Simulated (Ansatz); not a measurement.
W (P6_3/mmc, No. 194): the geometry given to an electronic-structure calculation, possibly off equilibrium; the starting structure was generated, so it need not be a known form of this composition.

```
W
1.0
     2.78275    0.00000    0.00000
    -1.39137    2.40993    0.00000
     0.00000    0.00000    4.93971
W
2
Direct
  0.33333 0.66667 0.75000
  0.66667 0.33333 0.25000
```

What will a HAADF-like image along [201] show? Simulation: incoherent imaging, intensity Z^1.7 per atom, probe width 0.70 Å, thin sample. The probe carries 25 % of its weight in a tail 2.5 times as wide. The display is stretched by a gamma of 0.65; percentages refer to the linear signal. Shot noise and the speckle of an amorphous layer were added.

The columns repeat on a centred rectangular net of 1.85 × 4.82 Å (plane group c2mm). All columns are alike (W). The shortest distance between visible columns is 1.22 Å in projection. Along the beam the structure repeats every 7.44 Å.

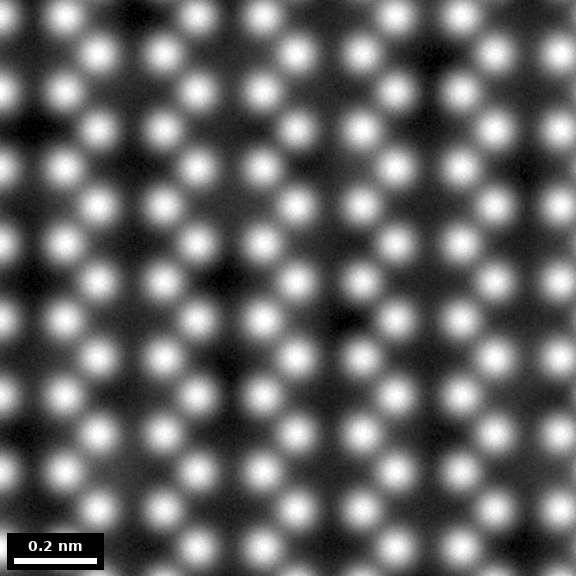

The simulated image.
